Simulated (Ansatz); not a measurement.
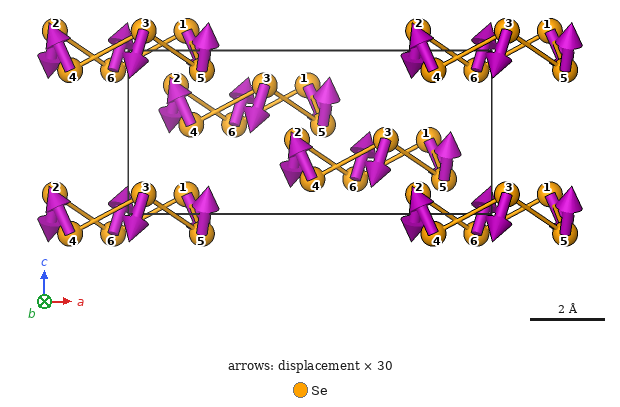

This is a relaxation of crystalline Se (set up in R-3). The starting structure is drawn; purple arrows show the displacements (the part carried along by the change of the cell is left out), magnified 30 times.

The picture is a ball-and-stick view of the conventional cell (3 times the calculation's cell), seen along the b axis. Lengths and directions refer to the drawn axes.

Phase: rhombohedral Se6.

Level of theory: Ansatz, DFT, r2SCAN, plane waves (500 eV) with PAW, scalar-relativistic. Settings: plane-wave cutoff 500 eV; k-point mesh 4 × 4 × 4; occupations fermi dirac; smearing width 0.05 eV; no spin polarisation; cell and atoms relaxed; force threshold 0.01 eV/Å; at most 60 steps.

Describe the change and its energy.

Over 5 accepted moves (7 points after the start) the energy falls by 6.6 meV per atom. The largest force component goes from 0.1 to 0.0013 eV/Å. The pressure goes from 1.18 to 0.00 GPa. The line search rejected the trial step at point 3 of the run. The SCF was repeated once at an unchanged geometry on a basis and grid sized afresh for the cell, which shifted the energy by 0.1 meV per atom at most. The largest moves relative to the cell, 0.048 Å, are those of Se1, Se2, Se3, Se4, Se5 and Se6. Se6 goes roughly along [1 1 3]. The drawn cell changes as follows: a = b 11.362 → 11.368 Å (0.0 %), c 4.429 → 4.777 Å (+7.9 %); the volume changes by +8.0 %. Some distances before and after: Se1–Se5 2.356 → 2.366 Å. The space group stays R-3 (No. 148).
